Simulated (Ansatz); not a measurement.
Li₂Se and related structures: several calculations on one system

Part 1: Relaxation

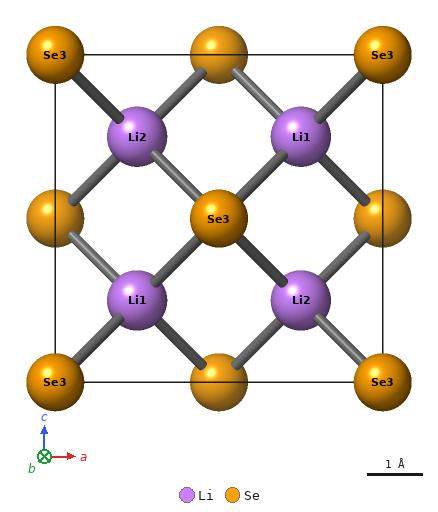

Starting structure of solid Li₂Se (set up in Fm-3m). A ball-and-stick model of the conventional cell (4 times the calculation's cell), seen along the b axis. Lengths and directions refer to the drawn axes.

Computed with DFT PBEsol, scalar-relativistic, plane waves, PAW (Ansatz).

The input:
```yaml
crystal:
  lattice:
    - [0.0, 3.0025, 3.0025]
    - [3.0025, 0.0, 3.0025]
    - [3.0025, 3.0025, 0.0]
  atoms:
    - { symbol: Li, position: [0.25, 0.25, 0.25] }
    - { symbol: Li, position: [0.75, 0.75, 0.75] }
    - { symbol: Se, position: [0.0, 0.0, 0.0] }
basis:
  ecutwfc: 420
kpoints:
  mp_grid: { grid: [8, 8, 8] }
hamiltonian:
  xc: pbesol
scf:
  occupations: { method: gaussian, width: 0.02 }
output:
  forces: true
  stress: true
  eigenvalues: true
relax:
  adjacent_minimum: "off"
  f_tol: 0.005
  max_steps: 80
  cell: { stress_tol: 0.05 }
```

Run as
```bash
ansatz run input.yaml --threads 4 --pin off --max-ram 9216MiB --backend cpu --events-out ev --progress --plain --runs-dir out
```

**What does the optimiser find from here?**

No atom moves by more than 0.005 Å relative to the cell. The drawn cell changes as follows: a = b = c 6.005 → 5.945 Å (−1.0 %); the volume changes by −3.0 %. Among the contacts that change: Li1–Se3 2.600 → 2.574 Å. The space group stays Fm-3m (No. 225). After 2 accepted moves (3 points after the start) the energy has fallen by 1.7 meV per atom. All forces vanish by symmetry, so only the cell relaxes. The pressure goes from −1.00 to 0.01 GPa. The SCF was repeated once at an unchanged geometry on a basis and grid sized afresh for the cell, which shifted the energy by less than 0.05 meV per atom at most. The run took 1.5 s on 4 threads of Intel(R) Xeon(R) 6975P-C (Granite Rapids) (shared host), peak memory 0.39 GiB.

Step by step:

| step | E − E(0), meV/atom | pressure, GPa | volume, Å³/atom | note |
| --- | --- | --- | --- | --- |
| 0 | 0.00 | -1.00 | 18.045 |  |
| 1 | -1.70 | -0.12 | 17.572 |  |
| 2 | -1.73 | 0.01 | 17.507 |  |
| 3 | -1.70 | 0.01 | 17.507 | same geometry, new basis |

After the run, drawn alike:

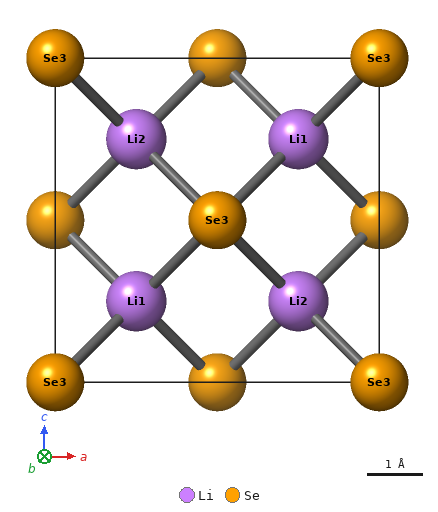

Part 2: Relaxation

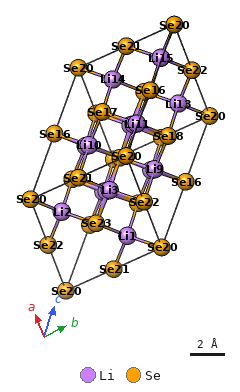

This is the input geometry for a relaxation of a defect cell of composition Li15Se8. A ball-and-stick model of the cell of the calculation, seen from a free direction.

Case: Li vacancy, atoms relaxed.

All numbers below come from DFT PBEsol, scalar-relativistic, plane waves, PAW in Ansatz 0.2.0.

The input:
```yaml
crystal:
  lattice:
    - [5.9447526219, 0.0, 5.9447526219]
    - [5.9447526219, 5.9447526219, 0.0]
    - [0.0, 5.9447526219, 5.9447526219]
  atoms:
    - { symbol: Li, position: [0.125, 0.625, 0.125] }
    - { symbol: Li, position: [0.625, 0.125, 0.125] }
    - { symbol: Li, position: [0.625, 0.625, 0.125] }
    - { symbol: Li, position: [0.125, 0.125, 0.625] }
    - { symbol: Li, position: [0.125, 0.625, 0.625] }
    - { symbol: Li, position: [0.625, 0.125, 0.625] }
    - { symbol: Li, position: [0.625, 0.625, 0.625] }
    - { symbol: Li, position: [0.375, 0.375, 0.375] }
    - { symbol: Li, position: [0.375, 0.875, 0.375] }
    - { symbol: Li, position: [0.875, 0.375, 0.375] }
    - { symbol: Li, position: [0.875, 0.875, 0.375] }
    - { symbol: Li, position: [0.375, 0.375, 0.875] }
    - { symbol: Li, position: [0.375, 0.875, 0.875] }
    - { symbol: Li, position: [0.875, 0.375, 0.875] }
    - { symbol: Li, position: [0.875, 0.875, 0.875] }
    - { symbol: Se, position: [0.0, 0.0, 0.5] }
    - { symbol: Se, position: [0.0, 0.5, 0.5] }
    - { symbol: Se, position: [0.5, 0.0, 0.5] }
    - { symbol: Se, position: [0.5, 0.5, 0.5] }
    - { symbol: Se, position: [0.0, 0.0, 0.0] }
    - { symbol: Se, position: [0.0, 0.5, 0.0] }
    - { symbol: Se, position: [0.5, 0.0, 0.0] }
    - { symbol: Se, position: [0.5, 0.5, 0.0] }
basis:
  ecutwfc: 420
kpoints:
  mp_grid: { grid: [4, 4, 4] }
hamiltonian:
  xc: pbesol
scf:
  occupations: { method: gaussian, width: 0.05 }
output:
  forces: true
  stress: true
  eigenvalues: true
  write_density: true
  write_potential: true
  elf: true
  volumetric_format: npy
relax:
  adjacent_minimum: "off"
  f_tol: 0.02
  max_steps: 50
```

Run as
```bash
ansatz run input.yaml --threads 4 --pin off --max-ram 9216MiB --backend cpu --events-out ev --progress --plain --runs-dir out
```

Q: Predict the outcome.

A: After 2 geometry steps the energy has fallen by 77.7 meV per cell of the calculation. The largest force component goes from 0.2 to 0.01 eV/Å. The largest moves, 0.10 Å, are those of Li9, Li10, Li11, Li12, Li13 and Li14. Li13 goes along [−1 1 1]. By element the largest moves are Li 0.10 Å, Se 0.05 Å. The cell stays as it was. Some distances before and after: Li10–Se17 2.574 → 2.635 Å, Li10–Se16 2.574 → 2.534 Å, Li1–Se20 2.574 → 2.547 Å, Li1–Se17 2.574 → 2.585 Å. Bond angles that change, for instance: Se16–Li11–Se20 109.5° → 115.3°, Se17–Li11–Se18 109.5° → 105.8°. Cost: 18 s on 4 threads of Intel(R) Xeon(R) 6975P-C (Granite Rapids), on a shared host, peak memory 1.3 GiB.

The end point in the same view:

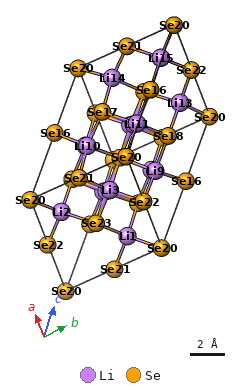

Limits of the set-up: the cell has an odd number of electrons but was run without spin polarisation; the periodic images lie only 8.4 Å apart, so the values are limited by the cell's size.

Part 3: Path

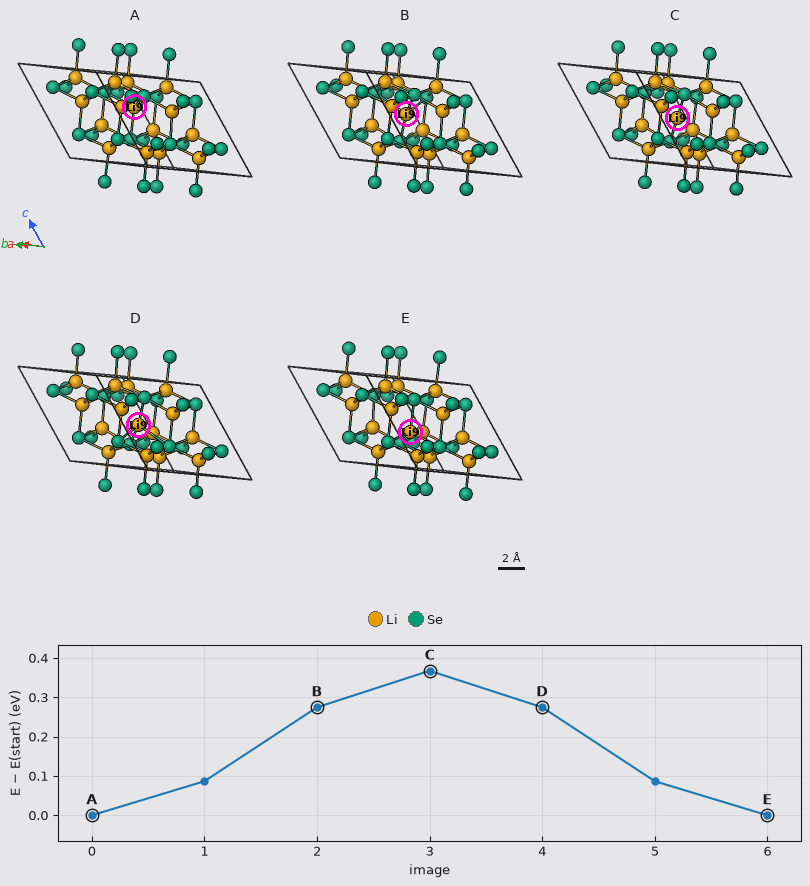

A search for the minimum-energy path of a defect cell of composition Li₁₅Se₈ with a Li vacancy (23 atoms in the cell) by the nudged elastic band. Images are numbered from 0 (start) to 6 (end). Frames A to E are images 0, 2, 3, 4, 6. A ball-and-stick model of the reduced simulation cell (origin moved), seen from a free direction. The moving atom is ringed, with any periodic copies. Lengths and directions refer to the drawn axes. Bonds to atoms that aren't drawn are left out.

These are results of Ansatz 0.2.0, DFT PBEsol, scalar-relativistic, plane waves, PAW, not measurements. Set-up: plane-wave cutoff 420 eV; k-point mesh 4 × 4 × 4; Gaussian smearing 0.05 eV; 5 movable images; climbing image from the first iteration; force threshold 0.05 eV/Å; iteration limit 60.

### Describe the mechanism and the energy profile.

It is a vacancy jump: a nearby atom moves into the empty site and leaves its own site empty. A Li atom travels furthest, 2.77 Å from end to end, along [−1 1 −1], on a straight line. At the highest image its nearest neighbour (Se) is 2.33 Å away, against 2.53 Å at the start, and the surrounding atoms stand up to 0.19 Å off the mean of their end positions. The barrier is about 0.37 eV in both directions, with image 3 at the top; the ends have the same energy. The band is converged.

Limits of the set-up: the cell has an odd number of electrons but was run without spin polarisation; the periodic images lie only 8.4 Å apart, so the values are limited by the cell's size.

Cost: 11 min on 4 threads of Intel(R) Xeon(R) 6975P-C (Granite Rapids) (shared host), peak memory 5.9 GiB.
